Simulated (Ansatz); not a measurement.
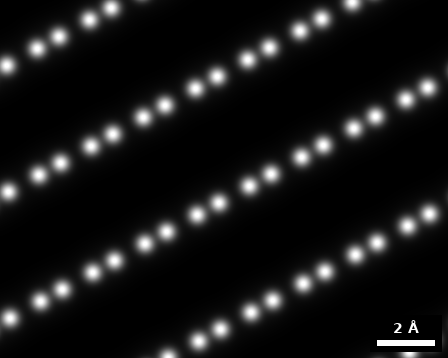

An image along [001] of one of the structures below (computed or model cells, partly hypothetical, each in its standard cell). Simulated incoherent Z contrast: every atom adds Z^1.8 spread by a probe of 0.50 Å full width; channelling and multiple scattering are left out. The probe carries 25 % of its weight in a tail 2.5 times as wide.

A. Ge
Space group Fd-3m:1 (No. 227). a = 5.760 Å, b = 5.760 Å, c = 5.760 Å, α = 90.00°, β = 90.00°, γ = 90.00°
| atom | site | symmetry | x | y | z |
| --- | --- | --- | --- | --- | --- |
| Ge | 8a | -43m | 0.0000 | 0.0000 | 0.0000 |

B. Eu
Space group P6_3/mmc (No. 194). a = 3.877 Å, b = 3.877 Å, c = 12.668 Å, α = 90.00°, β = 90.00°, γ = 120.00°
```
atom  site  symmetry       x       y       z
  Eu    2a      -3m.  0.0000  0.0000  0.0000
  Eu    2c      -6m2  0.3333  0.6667  0.2500
```

C. Br
Space group Cmce (No. 64). a = 7.931 Å, b = 4.245 Å, c = 8.669 Å, α = 90.00°, β = 90.00°, γ = 90.00°
```tsv
atom	site	symmetry	x	y	z
Br	8f	m..	0.0000	0.6459	0.6186
```

D. In
Space group I4/mmm (No. 139). a = 3.257 Å, b = 3.257 Å, c = 5.100 Å, α = 90.00°, β = 90.00°, γ = 90.00°
```tsv
atom	site	symmetry	x	y	z
In	2a	4/mmm	0.0000	0.0000	0.0000
```

Question: Which structure was imaged?

Answer: C, Br. Along [001] the projected cells are A 2.04 × 2.04 Å, 90°; B 3.88 × 3.88 Å, 120°; C 2.12 × 3.97 Å, 90°; D 2.30 × 2.30 Å, 90°. The image repeats as C does.

Structure C: coordinates from a relaxation at fixed volume with Ansatz, DFT PBE, spin-orbit coupling, plane waves, PAW.
